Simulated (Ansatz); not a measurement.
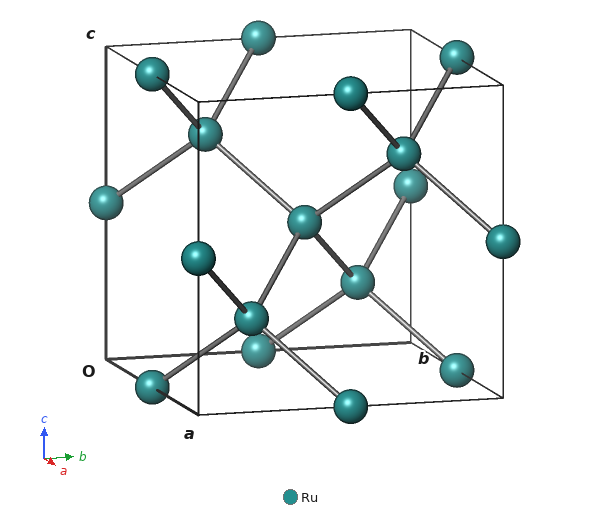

For Ru, the geometry relaxed with Ansatz, DFT, PBEsol, plane waves (420 eV) with PAW, scalar-relativistic; the starting structure was generated, so it need not be a known form of this composition: one unit cell is drawn above. All values are computed from the atomic coordinates in the standard setting (tolerance 0.002 Å).

```cif
data_structure
_symmetry_space_group_name_H-M 'P 1'
_symmetry_Int_Tables_number 1
_cell_length_a 5.3915
_cell_length_b 5.3915
_cell_length_c 5.3915
_cell_angle_alpha 90.000
_cell_angle_beta 90.000
_cell_angle_gamma 90.000
_cell_volume 156.73
loop_
_atom_site_label
_atom_site_type_symbol
_atom_site_fract_x
_atom_site_fract_y
_atom_site_fract_z
_atom_site_occupancy
Ru1 Ru 0.75000 0.75000 0.75000 1
Ru2 Ru 0.00000 0.50000 0.00000 1
Ru3 Ru 0.75000 0.25000 0.25000 1
Ru4 Ru 0.00000 0.00000 0.50000 1
Ru5 Ru 0.25000 0.75000 0.25000 1
Ru6 Ru 0.50000 0.50000 0.50000 1
Ru7 Ru 0.25000 0.25000 0.75000 1
Ru8 Ru 0.50000 0.00000 0.00000 1
```

What is its point group?

Answer. m-3m (Oh), order 48, cubic system: three fourfold axes, four threefold axes, six twofold axes, nine mirror planes, an inversion centre.

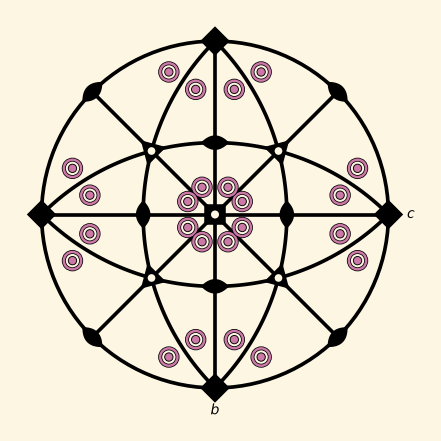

Stereographic projection: filled dots lie in the upper hemisphere, open rings in the lower; heavy lines are mirror planes (a heavy rim: a mirror in the plane of the page); lens, triangle, square and hexagon are 2-, 3-, 4- and 6-fold axes, a lens in an open square is −4, a triangle in an open hexagon −6; thin dashed diameters join the ends of axes that lie in the page; a small open circle marks inversion. The poles are one general form. The a axis points at the viewer.

What does this class allow?

Answer. Class m-3m is centrosymmetric, so neither piezoelectric nor pyroelectric; it is not chiral. Its Laue class is m-3m.
